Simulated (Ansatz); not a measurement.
## Electronic structure of Ti$_{3}$Al$_{5}$ in real space

```
Ti Al
1.0
     3.88330    0.00000    0.00000
     0.00000    3.88330    0.00000
     0.00000    0.00000    8.29688
Ti Al
3 5
Direct
  0.00000 0.00000 0.50000
  0.50000 0.50000 0.00000
  0.50000 0.50000 0.50000
  0.00000 0.50000 0.25235
  0.00000 0.50000 0.74765
  0.50000 0.00000 0.25235
  0.50000 0.00000 0.74765
  0.00000 0.00000 0.00000
```

Space group P4/mmm; a structure from a database of computed crystals, not necessarily the ambient phase; computed without spin polarisation.

Computed with DFT PBEsol, scalar-relativistic, plane waves, PAW (Ansatz).

In a PAW calculation such maps are meaningful between the atoms, not at the nuclei.

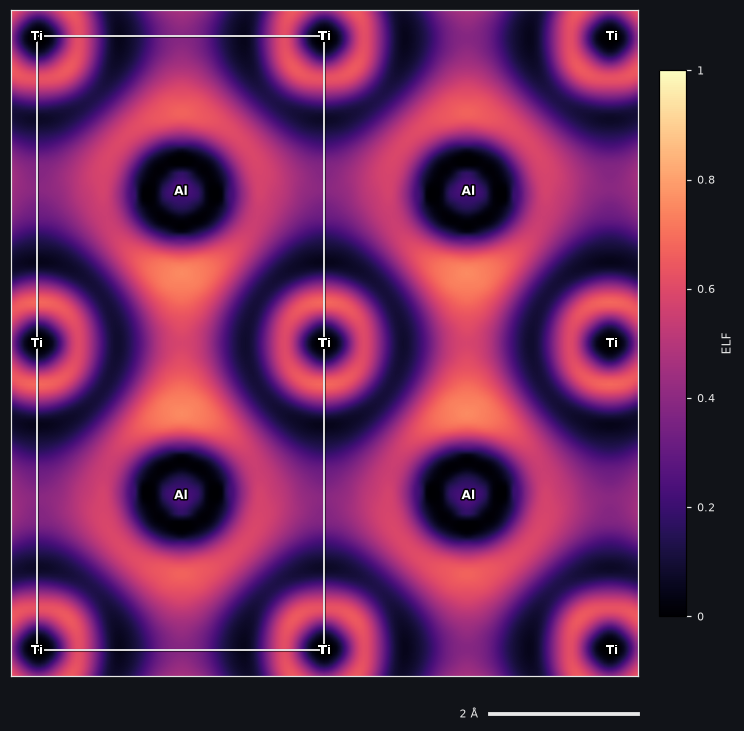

Figure 1. ELF on the (100) plane of the conventional cell.

**Interpret the plot.**

- The section cuts through Ti and Al sites.
- Ti–Al (2.86 Å): the ELF is about 0.40 at the midpoint.
- The features right at Ti lie inside the PAW spheres, where the map follows smoothed inner orbitals and isn't to be read closely.

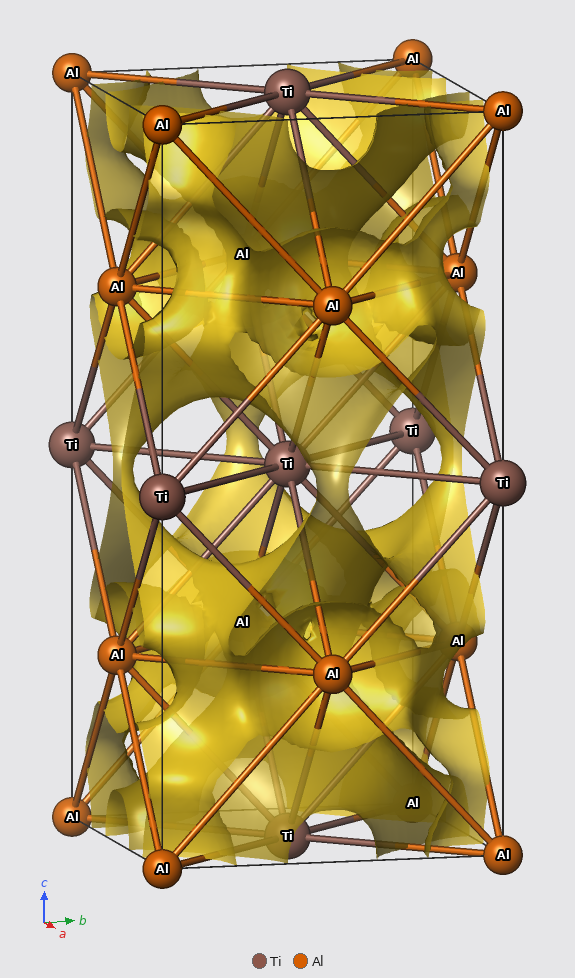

Figure 2. Isosurface of the electron localisation function at 0.55 (yellow), seen slightly off an axis. Only the valence region is drawn (cores and ρ < 0.01 e/Å³ removed). Sticks mark near contacts.

**What do the ELF domains correspond to?**

At this value the surface marks out one network that runs through the whole crystal, counted in one cell of 8 atoms. Regions shared between cells count once.


Ti–Ti (2.75 Å): the ELF is about 0.30 at the midpoint: no shared electron pair shows on this line. Ti–Al (2.75 Å): the ELF is about 0.35 at the midpoint.

**Does the calculation make it a metal, or give it a gap?**

It is metallic or semimetallic at this level of theory: no gap opens.
